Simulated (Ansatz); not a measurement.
**A convergence test on Rb2LiVO4 (Cmc2_1): k mesh of the density**

Aim: see how gap, energy and time of Rb2LiVO4 (Cmc2_1) follow the k mesh of the density.

Program: Ansatz 0.2.0. Level of theory: DFT, r2SCAN, plane waves, PAW; PAW set soft_1. Results are calculated unless marked as measured.

**1. Starting point**

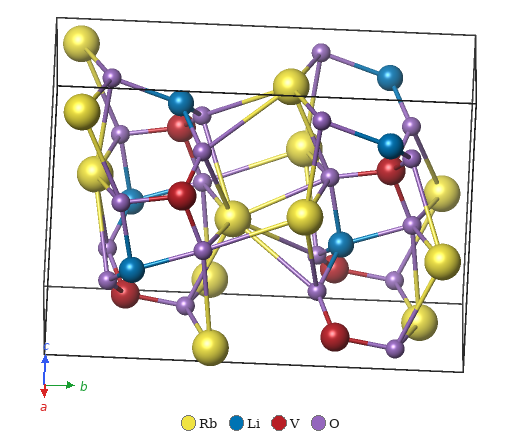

Start, viewed slightly off an axis; rubidium yellow, lithium blue, vanadium red, oxygen purple. This picture shows the conventional cell, with its axes. Some periodic images of atoms are drawn too.

The cell and positions come from the Crystallography Open Database and are kept as given unless a step says otherwise.

**2. k mesh of the density: 2×2×2**

input.yaml reads:

```yaml
crystal:
  lattice:
    - [2.9395, -5.8505, 0.0]
    - [2.9395, 5.8505, 0.0]
    - [0.0, 0.0, 7.933]
  atoms:
    - { symbol: Rb, position: [0.605, 0.395, 0.9488] }
    - { symbol: Rb, position: [0.395, 0.605, 0.4488] }
    - { symbol: Rb, position: [0.0617, 0.9383, 0.5932] }
    - { symbol: Rb, position: [0.9383, 0.0617, 0.0932] }
    - { symbol: Li, position: [0.1989, 0.8011, 0.1716] }
    - { symbol: Li, position: [0.8011, 0.1989, 0.6716] }
    - { symbol: V, position: [0.6905, 0.3095, 0.3894] }
    - { symbol: V, position: [0.3095, 0.6905, 0.8894] }
    - { symbol: O, position: [0.4087, 0.1191, 0.2817] }
    - { symbol: O, position: [0.5913, 0.8809, 0.7817] }
    - { symbol: O, position: [0.8809, 0.5913, 0.2817] }
    - { symbol: O, position: [0.1191, 0.4087, 0.7817] }
    - { symbol: O, position: [0.634, 0.366, 0.5887] }
    - { symbol: O, position: [0.366, 0.634, 0.0887] }
    - { symbol: O, position: [0.835, 0.165, 0.4236] }
    - { symbol: O, position: [0.165, 0.835, 0.9236] }
kpoints:
  mp_grid: { grid: [2, 2, 2] }
  band_path:
    path:
      - [0.0, 0.0, 0.0]
      - [-0.5, 0.5, 0.0]
      - [-0.68688959, 0.31311041, 0.0]
      - [-0.31311041, -0.31311041, 0.0]
      - [0.0, 0.0, -0.5]
      - [-0.31311041, -0.31311041, -0.5]
      - [-0.68688959, 0.31311041, -0.5]
      - [-0.5, 0.5, -0.5]
      - [-0.5, 0.0, 0.0]
    npoints: 1
hamiltonian:
  xc: r2scan
  pseudopotentials: { kind: paw, azcp: { folder: soft_1 } }
scf:
  occupations: { method: fixed }
  n_extra_bands: 9
output:
  eigenvalues: true
  forces: true
  stress: true
```

Command:

```
$ ansatz run input.yaml --threads 24 --pin off --max-ram 82944MiB --backend cuda --events-out ev --progress --plain --runs-dir out --devices 1 --max-vram 78GiB
```

Numbers of over 12 decimals in the logs are rounded to 6 here.

What it wrote:

```text
scf.n_extra_bands = 9 over 58 filled bands (N_el = 116.0): the run solves 67 bands
GPUs: using 1 of 1 available (devices: 1).
Engine: ansatz 0.2.0, aarch64-unknown-linux-gnu
Pseudopotentials: kind: paw
Pseudopotential: Rb, paw, valence charge 9, recommended cutoff 500 eV (meta_gga), soft_1/Rb.paw.azcp
Pseudopotential: Li, paw, valence charge 3, recommended cutoff 500 eV (meta_gga), soft_1/Li.paw.azcp
Pseudopotential: V, paw, valence charge 13, recommended cutoff 500 eV (meta_gga), soft_1/V.paw.azcp
Pseudopotential: O, paw, valence charge 6, recommended cutoff 500 eV (meta_gga), soft_1/O.paw.azcp
Functional definition: r2SCAN
  parameter k0 = 0.174
  parameter k1 = 0.065
  parameter a1 = 4.9479
  exchange = r2scan_x(k0 = k0, k1 = k1, a1 = a1)
  correlation = r2scan_c
device memory: the entry about to start is reckoned to put 8.1 GiB on a device that reports 170.4 GiB free (of which the cap on the GPU budget leaves the run 78.0 GiB)
GPU FFT provider: cuFFT
GPU libraries: cuBLAS 13.8.1, cuFFT 12.4.0, cuSOLVER 12.3.2
GPU matrix products: emulated (plane waves: as basis.precision tells), large ones in fixed point in workspaces of 1.00 GiB
Crystal: 16 atoms, lattice volume = 272.856 Å³
Basis set: ecut = 500 eV, 6919 PW (Γ), exchange–correlation on 192×192×240 points (64 copies of the dense FFT grid, shifted against one another)
Bands: 67, of which v1, the nominal top of the filled ones, is band 58 counted from 1 (57 counted from 0)
Symmetry: 4 space group operations
Space group: Cmc21 (ITA 36), of the structure as read, at distance tolerance 6.5e-5 Å
k-points: 6 of 8
Non-local potential: Rb, projectors of the file, l = 0: 3, l = 1: 2, l = 2: 2
Non-local potential: Li, projectors of the file, l = 0: 3, l = 1: 2, l = 2: 1
Non-local potential: V, projectors of the file, l = 0: 3, l = 1: 2, l = 2: 3, l = 3: 1
Non-local potential: O, projectors of the file, l = 0: 2, l = 1: 2, l = 2: 1
PAW form: soft (Blöchl's): semilocal exchange-correlation on the pseudo side does not see the compensation charge
PAW frozen core: Rb, regenerated for the run's functional (the file was generated under x = pbe(κ = 0.804, μ = 0.219515), c = pbe(β = 0.066725))
PAW frozen core: V, regenerated for the run's functional (the file was generated under x = pbe(κ = 0.804, μ = 0.219515), c = pbe(β = 0.066725))
PAW frozen core: O, regenerated for the run's functional (the file was generated under x = pbe(κ = 0.804, μ = 0.219515), c = pbe(β = 0.066725))
PAW one-centre angular grid: Rb, 302 points (default); XC on 160 Gauss nodes
PAW one-centre angular grid: Li, 302 points (default); XC on 295 of its mesh's 2161 points in the sphere
PAW one-centre angular grid: V, 590 points (default); XC on 160 Gauss nodes
PAW one-centre angular grid: O, 302 points (default); XC on 160 Gauss nodes
Initial density: superposition of atomic densities (chi_scale 0.1, normalization cell, long waves kept (reshape's long-wave potential 0.04 eV rms))
Initial wavefunctions: pseudopotential atomic-orbital guess
GPU buffer pool allocated for 138240 grid points (all kernels)
GPU transforms: local potential and band sums: pruned to the plane-wave sphere, on 48×48×60
Functional: x = r2scan, c = r2scan; τ floored in thin density (d = 2e-4 eV/Å³)
SCF iter   1: F=—  HF=-23923.184253 eV  |F-HF|=—  |Δ(HF+E_count)|=         —  Δρ=4.32e-2  dr2=4.71e0  dr2_τ=5.55e-1  ethr=3.10e-3  ⟨swp⟩=5.0  Hψ=1227  notcnv=0  defer=31
preconditioner: auto → Resta (q_TF=auto, 2.366 Å⁻¹)  ε∞=4.1  [insulator: Δε(μ)=4.232 eV  Ē_g=12.052 eV  n_scr=58 (ndim 8)  ℏωp=21.1 eV  f_vac=0.000  ε∞_Penn≈4.1]
SCF iter   2: F=—  HF=-23923.164391 eV  |F-HF|=—  |Δ(HF+E_count)|=   1.99e-2  Δρ=2.31e-2  dr2=1.52e0  dr2_τ=6.61e-2  ethr=3.10e-3  ⟨swp⟩=2.3  Hψ=685  notcnv=0  defer=30
SCF iter   3: F=—  HF=-23923.312926 eV  |F-HF|=—  |Δ(HF+E_count)|=   1.49e-1  Δρ=1.03e-2  dr2=3.57e-1  dr2_τ=1.98e-2  ethr=1.31e-3  ⟨swp⟩=2.0  Hψ=684  notcnv=0  defer=30
SCF iter   4: F=—  HF=-23923.323579 eV  |F-HF|=—  |Δ(HF+E_count)|=   1.07e-2  Δρ=1.03e-2  dr2=3.13e-1  dr2_τ=1.97e-2  ethr=3.08e-4  ⟨swp⟩=3.0  Hψ=734  notcnv=0  defer=40
SCF iter   5: F=—  HF=-23923.291310 eV  |F-HF|=—  |Δ(HF+E_count)|=   3.23e-2  Δρ=2.88e-3  dr2=2.38e-2  dr2_τ=1.39e-3  ethr=2.70e-4  ⟨swp⟩=2.0  Hψ=491  notcnv=0  defer=31
SCF iter   6: F=—  HF=-23923.292087 eV  |F-HF|=—  |Δ(HF+E_count)|=   7.77e-4  Δρ=1.48e-3  dr2=6.98e-3  dr2_τ=5.40e-4  ethr=2.05e-5  ⟨swp⟩=2.7  Hψ=649  notcnv=0  defer=41
SCF iter   7: F=—  HF=-23923.291884 eV  |F-HF|=—  |Δ(HF+E_count)|=   2.03e-4  Δρ=3.41e-4  dr2=4.59e-4  dr2_τ=1.37e-5  ethr=6.02e-6  ⟨swp⟩=2.0  Hψ=528  notcnv=0  defer=42
SCF iter   8: F=—  HF=-23923.292089 eV  |F-HF|=—  |Δ(HF+E_count)|=   2.05e-4  Δρ=7.64e-5  dr2=1.82e-5  dr2_τ=1.07e-6  ethr=3.96e-7  ⟨swp⟩=2.0  Hψ=595  notcnv=0  defer=31
SCF iter   9: F=—  HF=-23923.292551 eV  |F-HF|=—  |Δ(HF+E_count)|=   4.62e-4  Δρ=2.58e-5  dr2=1.93e-6  dr2_τ=1.42e-7  ethr=1.57e-8  ⟨swp⟩=2.0  Hψ=563  notcnv=0  defer=30
SCF iter  10: F=—  HF=-23923.292552 eV  |F-HF|=—  |Δ(HF+E_count)|=   8.75e-7  Δρ=3.42e-5  dr2=2.88e-6  dr2_τ=2.61e-7  ethr=1.66e-9  ⟨swp⟩=2.0  Hψ=636  notcnv=0  defer=30
SCF iter  11: F=-23923.292551 eV  HF=-23923.292551 eV  |F-HF|=2.33e-8  |Δ(HF+E_count)|=   4.92e-7  Δρ=3.84e-6  dr2=3.33e-8  dr2_τ=2.98e-9  ethr=8.62e-11  ⟨swp⟩=10.3  Hψ=2332  notcnv=0
SCF 1 converged in 11 iterations: F = -23923.292551 eV  dr2 = 3.33e-8
[...]
device memory: the entry about to start is reckoned to put 6.7 GiB on a device that reports 168.2 GiB free (of which the cap on the GPU budget leaves the run 78.0 GiB)
NSCF: frozen V_eff on 9 k-points
SCF converged after 11 iterations
Free energy (F): -23923.292551 eV
Harris-Foulkes:  -23923.292551 eV  (|F-HF|=2.33e-8)
Internal energy: -23923.292551 eV  (E = F + TS)
E sigma→0 (E₀):  -23923.292551 eV
Fermi energy:    3.665682 eV
--- Per-component energies (eV) ---
  E_band       = -1238.198813
  E_kinetic    = 2707.281023
  E_local      = -9935.640391  (includes V_loc(G=0)·N_el)
  E_nonlocal   = 1275.456292
  E_hartree    = 3674.475530
  E_xc         = -1285.439214
  E_vxc        = -1745.598492  (∫ρ·V_xc dr)
  E_paw        = -14186.850178  (= ΣΔE_a)
  E_vpaw       = -999.157774  (= ΣTr[D̂ρ^β])
  E_aug_tail   = 0.003717  (compensation charges beyond the density's cutoff)
  E_vtau       = 110.507345  (kinetic-family band-sum trace: ∫τ·v_τ [+ j·A + Jᵃ·Aᵃ] dr)
  E_ewald      = -6171.204530
  E_core_change = -1.374801  (= ΣΔE_core)
  E_smearing   = -0.000000  (= −TS)
  E_closure    = 0.000000  (closes the sum)
  Σ components = -23923.292551   (vs F -23923.292551, Δ=0.00e0)
--- Forces (eV/Å), atoms counted from 1 ---
  atom   1  Rb    -0.00000000     0.01194887     0.01582341
  atom   2  Rb     0.00000000    -0.01194887     0.01582341
  atom   3  Rb     0.00000000    -0.01454677    -0.03311181
  atom   4  Rb    -0.00000000     0.01454677    -0.03311181
  atom   5  Li     0.00000000    -0.08134197    -0.02012088
  atom   6  Li    -0.00000000     0.08134197    -0.02012088
  atom   7  V     -0.00000000     0.37837817    -0.08845435
  atom   8  V      0.00000000    -0.37837817    -0.08845435
  atom   9  O     -0.04875858    -0.12106271     0.09556172
  atom  10  O      0.04875858     0.12106271     0.09556172
  atom  11  O      0.04875858    -0.12106271     0.09556172
  atom  12  O     -0.04875858     0.12106271     0.09556172
  atom  13  O      0.00000000    -0.04428907    -0.03605291
  atom  14  O     -0.00000000     0.04428907    -0.03605291
  atom  15  O      0.00000000    -0.20483448    -0.02928498
  atom  16  O     -0.00000000     0.20483448    -0.02928498
  max |Σ_I F_I| component: 1.56e-4 eV/Å
--- Stress (GPa, compression-positive) ---
       -0.634001       0.000000      -0.000000
        0.000000      -0.075294      -0.000000
       -0.000000      -0.000000      -1.100230
  P = ⅓ Tr σ = -0.6032 GPa (-6.032 kbar)
--- Band table (eV; the first three rows and the last of 6) ---
  k-point 0: bands = [... 54 lower, 3.4108, 3.4778, 3.5516, 3.6214, 8.1491, 8.1637, 8.1749, 8.2410, ... 5 higher]
  k-point 1: bands = [... 54 lower, 3.3492, 3.3492, 3.6140, 3.6140, 8.1739, 8.1739, 8.2256, 8.2256, ... 5 higher]
  k-point 2: bands = [... 54 lower, 3.3460, 3.3606, 3.4014, 3.4607, 8.0188, 8.1532, 8.2961, 8.3758, ... 5 higher]
  k-point 5: bands = [... 54 lower, 3.3481, 3.3481, 3.5711, 3.5711, 8.1811, 8.1811, 8.2471, 8.2471, ... 5 higher]
```

Run time: 1.7 s. Hardware: 1 × NVIDIA GB200 (shared by 2 runs) with 24 threads of Arm Neoverse V2, shared host; peak memory 1.2 GiB.

Numbers from this step:

| Property | Result |
| --- | --- |
| pressure | -0.6032 GPa |
| gap | 4.353 eV |
| valence top at | Y |
| conduction bottom at | k = (-0.500, 0.000, 0.000) |
| least direct gap | 4.427 eV |

The gap is indirect, with the least direct gap 0.07 eV higher.

**3. k mesh of the density: 4×4×4 (the default)**

input.yaml, the sections that differ from step 2:

```yaml
kpoints:
  mp_grid: { grid: [4, 4, 4] }
  band_path:
    path:
      - [[0.0, 0.0, 0.0], [-0.5, 0.5, 0.0], [-0.68688959, 0.31311041, 0.0]]
      - [[-0.31311041, -0.31311041, 0.0], [0.0, 0.0, 0.0], [0.0, 0.0, -0.5], [-0.31311041, -0.31311041, -0.5]]
      - [[-0.68688959, 0.31311041, -0.5], [-0.5, 0.5, -0.5], [-0.5, 0.5, 0.0]]
      - [[0.0, 0.0, 0.0], [-0.5, 0.0, 0.0], [-0.5, 0.0, -0.5], [0.0, 0.0, -0.5], [-0.5, 0.5, -0.5]]
    npoints: 10
scf:
  occupations: { method: fermi_dirac, width: 0.02 }
  n_extra_bands: 9
# crystal, hamiltonian, output: as in step 2
```

What it wrote:

```text
[...]
GPUs: using 1 of 1 available (devices: 1).
[...]
GPU FFT provider: cuFFT
GPU libraries: cuBLAS 13.8.1, cuFFT 12.4.0, cuSOLVER 12.3.2
[...]
Crystal: 16 atoms, lattice volume = 272.856 Å³
Basis set: ecut = 500 eV, 6919 PW (Γ), exchange–correlation on 192×192×240 points (64 copies of the dense FFT grid, shifted against one another)
[...]
k-point 0: bands = [... 54 lower, 3.4104, 3.4772, 3.5508, 3.6207, 8.1488, 8.1635, 8.1745, 8.2406, ... 5 higher]
  k-point 1: bands = [... 54 lower, 3.3566, 3.4302, 3.5868, 3.6184, 8.1612, 8.1689, 8.1936, 8.2392, ... 5 higher]
  k-point 2: bands = [... 54 lower, 3.3487, 3.3487, 3.6133, 3.6133, 8.1737, 8.1737, 8.2251, 8.2251, ... 5 higher]
  k-point 20: bands = [... 54 lower, 3.3476, 3.3476, 3.5704, 3.5704, 8.1808, 8.1808, 8.2467, 8.2467, ... 5 higher]
[key lines of the parts left out:]
SCF converged after 11 iterations
Free energy (F): -23923.295583 eV
Fermi energy:    5.838251 eV
P = ⅓ Tr σ = -0.6051 GPa (-6.051 kbar)
```

It took 3.1 s on 1 × NVIDIA GB200 (shared by 2 runs) with 24 threads; peak memory 1.3 GiB; 17 s of CPU time.

This step gave:

```
pressure             : -0.6051 GPa
gap                  : 4.354 eV
valence top at       : Y
conduction bottom at : S
least direct gap     : 4.427 eV
```

The gap is 4.354 eV, as in the run before at this level.

**4. k mesh of the density: 6×6×4**

input.yaml, the sections that differ from step 3:

```yaml
kpoints:
  mp_grid: { grid: [6, 6, 4] }
  band_path:
    path:
      - [0.0, 0.0, 0.0]
      - [-0.5, 0.5, 0.0]
      - [-0.68688959, 0.31311041, 0.0]
      - [-0.31311041, -0.31311041, 0.0]
      - [0.0, 0.0, -0.5]
      - [-0.31311041, -0.31311041, -0.5]
      - [-0.68688959, 0.31311041, -0.5]
      - [-0.5, 0.5, -0.5]
      - [-0.5, 0.0, 0.0]
    npoints: 1
scf:
  occupations: { method: fixed }
  n_extra_bands: 9
# crystal, hamiltonian, output: as in step 3
```

What it wrote:

```text
[...]
GPUs: using 1 of 1 available (devices: 1).
[...]
concurrent solve slots: 20 of 24 are kept, ahead of what memory takes: no pass of the eigensolver takes more rounds on 20
[...]
GPU FFT provider: cuFFT
GPU libraries: cuBLAS 13.8.1, cuFFT 12.4.0, cuSOLVER 12.3.2
[...]
Crystal: 16 atoms, lattice volume = 272.856 Å³
[...]
k-point 0: bands = [... 54 lower, 3.4104, 3.4772, 3.5508, 3.6207, 8.1488, 8.1635, 8.1745, 8.2406, ... 5 higher]
  k-point 1: bands = [... 54 lower, 3.3566, 3.4302, 3.5868, 3.6184, 8.1612, 8.1689, 8.1936, 8.2392, ... 5 higher]
  k-point 2: bands = [... 54 lower, 3.3487, 3.3487, 3.6133, 3.6133, 8.1737, 8.1737, 8.2251, 8.2251, ... 5 higher]
  k-point 38: bands = [... 54 lower, 3.3476, 3.3476, 3.5704, 3.5704, 8.1808, 8.1808, 8.2467, 8.2467, ... 5 higher]
[key lines of the parts left out:]
SCF converged after 11 iterations
Free energy (F): -23923.295631 eV
Fermi energy:    3.664939 eV
P = ⅓ Tr σ = -0.6052 GPa (-6.052 kbar)
```

Wall time 2.7 s (1 × NVIDIA GB200 (shared by 2 runs) with 24 threads); peak memory 1.2 GiB; 21 s of CPU time.

Numbers from this step:

```
pressure             : -0.6052 GPa
gap                  : 4.354 eV
valence top at       : Y
conduction bottom at : k = (-0.500, 0.000, 0.000)
least direct gap     : 4.427 eV
```

The gap is 4.354 eV, as in the run before at this level.

**5. The series**

Differences are against the last row; a negative gap means that bands overlap, and a run with a band path holds that path's time. Times are wall times on 1 × NVIDIA GB200 (shared by 2 runs) with 24 threads of Arm Neoverse V2, shared host, good to a factor of about two.

| k mesh of the density | gap (eV) | direct gap (eV) | gap error (eV) | energy error (meV/atom) | irreducible k | time |
| --- | --- | --- | --- | --- | --- | --- |
| 2×2×2 | 4.353 | 4.427 | −0.0004 | +0.2 | 6 | 1.7 s |
| 4×4×4 | 4.354 | 4.427 | +0.000 | +0.0 | 21 | 3.1 s |
| 6×6×4 | 4.354 | 4.427 | +0.000 | +0.0 | 39 | 2.7 s |

**6. Outcome**

```yaml
2x2x2: 4.353 eV
4x4x4: 4.354 eV
6x6x4: 4.354 eV
```

In words: The gap holds to 0.02 eV from 2×2×2 on, the cheapest setting tried. At 2×2×2 the gap is off by −0.0004 eV and the energy by +0 meV/atom. The gap is read over the mesh and added points near the edges, so meshes differ mainly through the density and, for a hybrid, the exchange operator. The runs have no spin polarisation. For a closed low-spin shell that is the natural state; where a d or f shell is open it is a constraint, and the gap is then not the crystal's own.

[Paths, hosts, dates, memory and timing lines, banners, echoed tables and standing remarks are left out of the program output.]

[Logs are printed without paths, hosts, clocks, repeated set-up lines and the standing remarks that a program may print on its own settings, such as how far it seeks lower states.]

[Runs of the session that timed out or met a known fault of the program may be left out.]

[Cells called generated may have been cut or substituted from an entry of the Crystallography Open Database or the Materials Project.]

[No measured gap is set beside runs whose start may be inverted or whose files or cutoffs have a known fault.]

[Hosts, paths, dates, database ids (printed as entryN), source tags and the programs' standing remarks are cut or masked in the printed files.]
